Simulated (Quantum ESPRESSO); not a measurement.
# Voltage at the next charge: Nb(100), 5 layers against an electrode

How the rows were computed: Quantum ESPRESSO 7.5, PBEsol, GBRV ultrasoft; ESM with bc3, a metal electrode 7.08 Å above the top atoms; cell area 10.890 Å²; ions fixed. V is the potential energy of an electron at the electrode over the slab's Fermi level, divided by e, so that it equals the work function at zero charge; positive charge removes electrons.

| charge (e a cell) | V (V) |
| --- | --- |
| 0 | 3.697 |
| 0.0163 | 5.032 |
| 0.0327 | 6.418 |

To predict: What is V at a charge of 0.0653 e, and what capacitance do the rows imply?

By hand: The last two rows give dV/dq = (6.418 − 5.032)/(0.0327 − 0.0163) = 84.5 V/e, so C = 1602/(10.890 × 84.5) = 1.74 µF/cm², an effective gap of 8.854/1.74 = 5.09 Å. At constant C, V = 6.418 + 84.5 × 0.0326 = 9.17 V.

**The withheld run.** V = 9.265 V; the estimate misses by −0.09 V, 3.2 % of the step. Over the three intervals C goes 1.80, 1.74 and 1.68 µF/cm²: it falls as electrons leave, the surface charge drawing back towards the atoms.

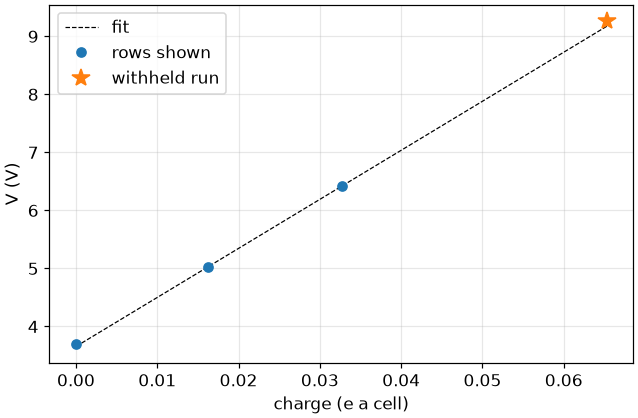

The rows shown, the fit and the withheld run.

Caveats: Vacuum fills the gap; a dielectric or electrolyte would change C. The slab is thin.
